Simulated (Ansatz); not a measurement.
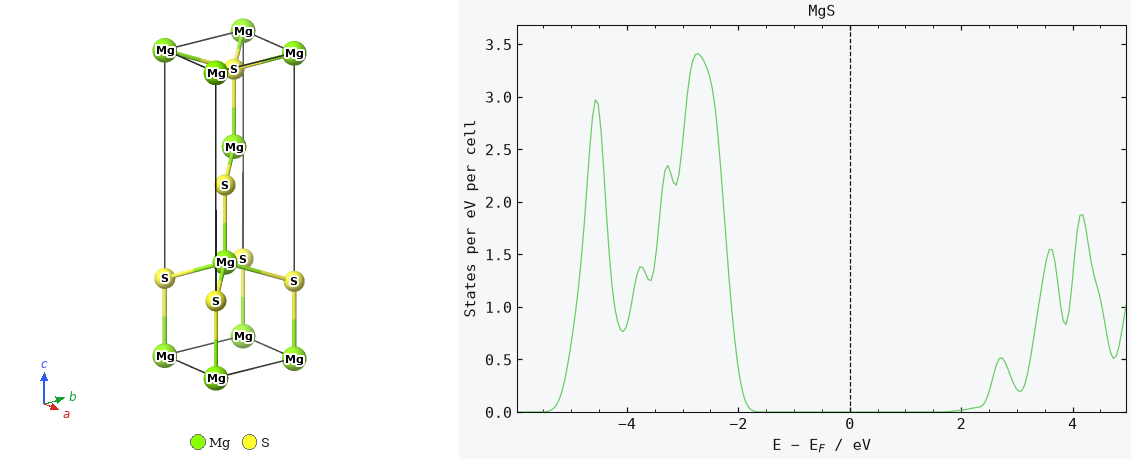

What does this figure show?

Density of states of MgS, space group R3m, 2 atoms in the cell, zincblende type, epitaxial (111) strain +1.5%, beside the structure. Computed with Ansatz 0.2.0: DFT, r2SCAN, plane waves, PAW, no spin polarisation, 8×8×8 k mesh, 500 eV cutoff. Energies are counted from the Fermi level, put mid-gap where there is a gap. The curve is built from the levels of the k mesh with Gaussians 0.3 eV wide, which also blur the band edges.

There is a gap; over the k points computed it is 3.93 eV (direct among those points). The upper group of valence states starts about 3.2 eV under the valence-band top (which lies at −2.0 eV on this axis), with a gap beneath it; it holds about 6 electrons a cell.
